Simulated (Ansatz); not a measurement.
System: ZrO₂, space group P4_2/nmc (No. 137).

Structure:
```xyz
6
Lattice="3.5961 0.0000 0.0000 0.0000 3.5961 0.0000 0.0000 0.0000 5.1770" Properties=species:S:1:pos:R:3 pbc="T T T"
Zr    0.0000    0.0000    0.0000
Zr    1.7980    1.7980    2.5885
O     0.0000    1.7980    1.0509
O     0.0000    1.7980    3.6394
O     1.7980    0.0000    1.5376
O     1.7980    0.0000    4.1261
```

Computed with Ansatz 0.2.0: periodic Kohn-Sham DFT of a crystal at fixed atoms, scaled to the stated factor times the given cell; pressure positive in compression, energy less spherical unpolarised free atoms. Level: PBE.

- method: all-electron LAPW
- relativity: scalar
- k mesh: 6×6×4
- occupations: Fermi–Dirac
- smearing width: 0.01 eV
- basis error target: 0.5 (meV/atom)
- nucleus: Gaussian

V(given) is 11.16 Å³/atom.

Describe the result: the energy less free atoms and pressure against V/V(given). The V/V(given) takes the values 0.94, 0.98, 1.01, 1.04.

The energy less free atoms is −9.0939 eV/atom at V/V(given) 0.94 and −9.1523 eV/atom at 1.04; the lowest computed point is at V/V(given) 1.01 (−9.1536 eV/atom), and no other minimum shows. The pressure falls from 22.9 GPa at V/V(given) 0.94 to −3.9 GPa at 1.04, and changes sign near 1.02.

```
V/V(given)  energy less free atoms (eV/atom)  pressure (GPa)
      0.94                           -9.0939            22.9
      0.98                           -9.1399            10.5
      1.01                           -9.1536             2.8
      1.04                           -9.1523            -3.9
```

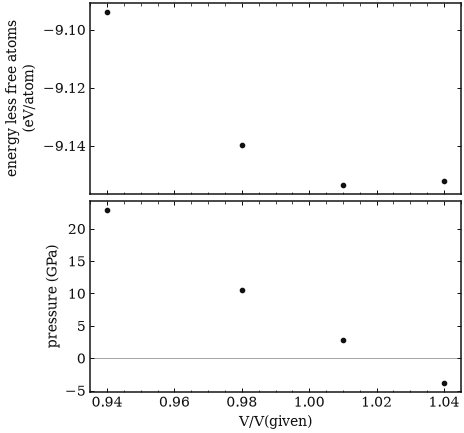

Caveats: shape and atomic fractions are frozen while scaling, which makes layered, chain and framework solids too stiff.
